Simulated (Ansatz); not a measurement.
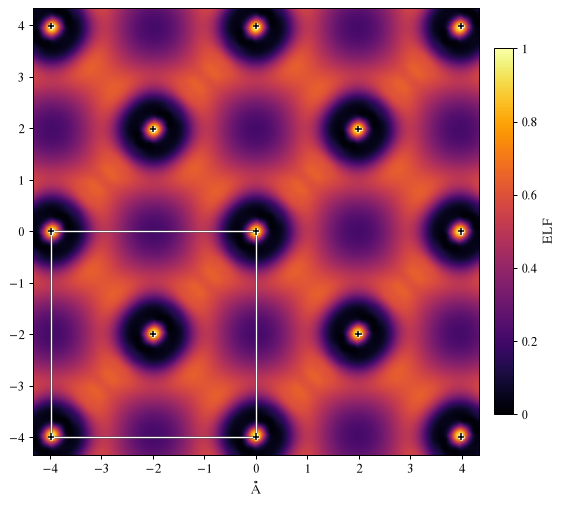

The ELF on a plane through atoms (crosses mark nuclei in the plane).

Method: DFT LDA, scalar-relativistic, plane waves, PAW in Ansatz.

Candidates:
A. Ti, a = 4.00 Å, b = 4.00 Å, c = 4.00 Å, α = 90.00°, β = 90.00°, γ = 90.00°. Space group Fm-3m; computed without spin polarisation; PAW files of the earlier set (soft_1).
B. Al, a = 3.98 Å, b = 3.98 Å, c = 3.98 Å, α = 90.00°, β = 90.00°, γ = 90.00°. Space group Fm-3m; computed without spin polarisation; PAW files of the earlier set (soft_1).

### Which system is this?

Candidate B: Al on the (100) plane of the conventional cell, which holds Al. Al–Al (2.82 Å): the ELF peaks at about 0.65 between the atoms.
